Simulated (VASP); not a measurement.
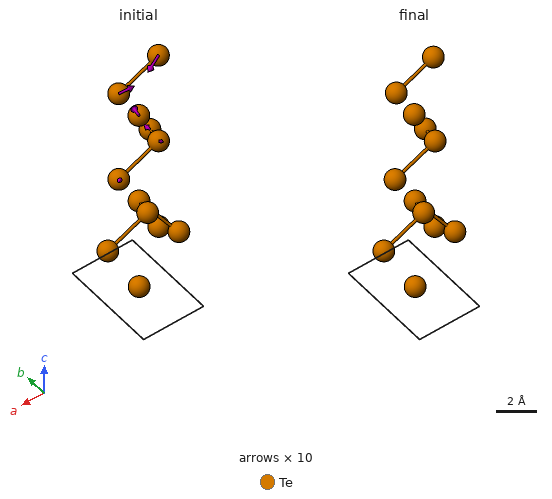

The structure of a slab of composition Te before (left) and after (right) a relaxation, at one scale. The purple arrows give the displacements, magnified 10 times.

The picture is a ball-and-stick view of the cell of the calculation, outlined in the plane, without the vacuum, seen from a free direction.

The run lets the atoms move in a fixed cell. 6 atoms are held fixed.

Theory: VASP, Kohn-Sham DFT of a periodic cell, PBE with D3(BJ), VASP PAW PBE potentials, recommended.

The input:
```
SYSTEM = Te
ALGO = Normal
DIPOL = 0.5 0.5 0.496
EDIFF = 1E-6
EDIFFG = -0.01
ENCUT = 520
GGA = PE
IBRION = 2
IDIPOL = 3
ISIF = 2
ISMEAR = 0
IVDW = 12
LASPH = .TRUE.
LCHARG = .FALSE.
LDIPOL = .TRUE.
LREAL = .FALSE.
LWAVE = .FALSE.
NELM = 100
NSW = 40
PREC = Accurate
SIGMA = 0.05
```

Command:
```bash
cat potpaw_PBE.64/Te/POTCAR > POTCAR
mpirun -np 1 vasp_std > vasp.out
```

Question: Describe what moved and what it gained.

Answer: The run was cut off at its time limit before the relaxation converged, so the last structure is only a point on the way. A Te atom moves most: 0.13 Å at 27° to the normal (−c side). The cell stays as it was. Some distances before and after: Te–Te 2.860 → 2.657 Å, Te–Te 2.860 → 2.959 Å, Te–Te 2.860 → 2.900 Å, Te–Te 2.860 → 2.872 Å. Among the angles between lasting bonds that change: Te–Te–Te 102.3° → 99.9°. Over 2 geometry steps the energy falls by 0.228 eV per cell of the calculation. Largest force component: 0.91 eV/Å at the start, 0.7 eV/Å at the end.
